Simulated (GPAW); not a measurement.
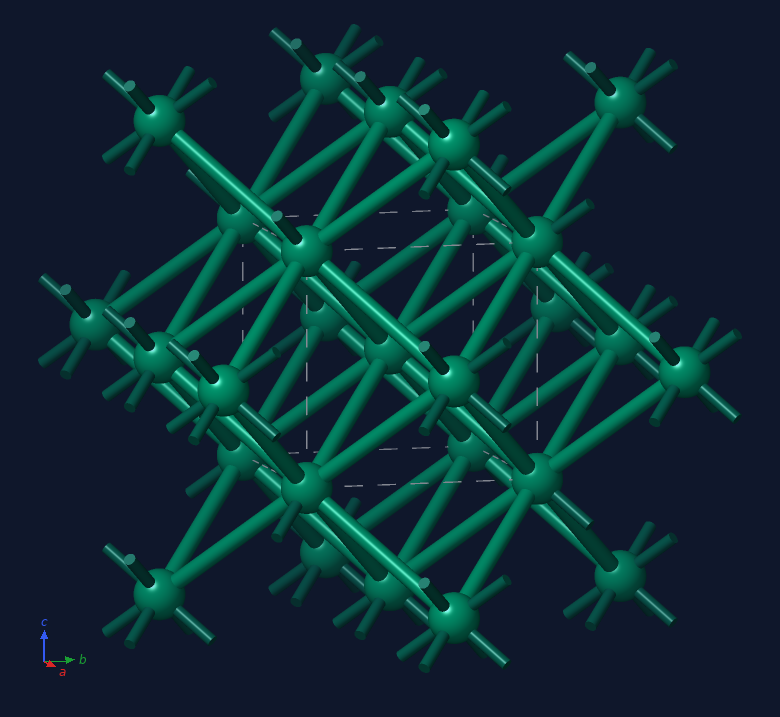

A cut-out of a periodic net derived from a crystal structure. Nodes are coloured by topological kind. Short stubs are edges that leave the cut-out.

Classify the net: periodicity, connectivity, name.

Answer. A uninodal 8-connected, three-periodic net. It is the bcu net, known from CsCl and the body-centred cubic metals.

Give point symbol and coordination sequence.

Answer. 4²⁴·6⁴, sequence 8, 26, 56, 98, 152.

The net was derived as follows. The compound is CsBr (space group Pm-3m, No. 221), taken as a cell listed in the Materials Project, as set up for an electronic-structure calculation. Bonds are taken as Br–Cs below 4.2 Å; no other contact counts. Simplification: prune 0- and 1-connected atoms, fold 2-connected ones into links. Cs and Br are 8-connected nodes.
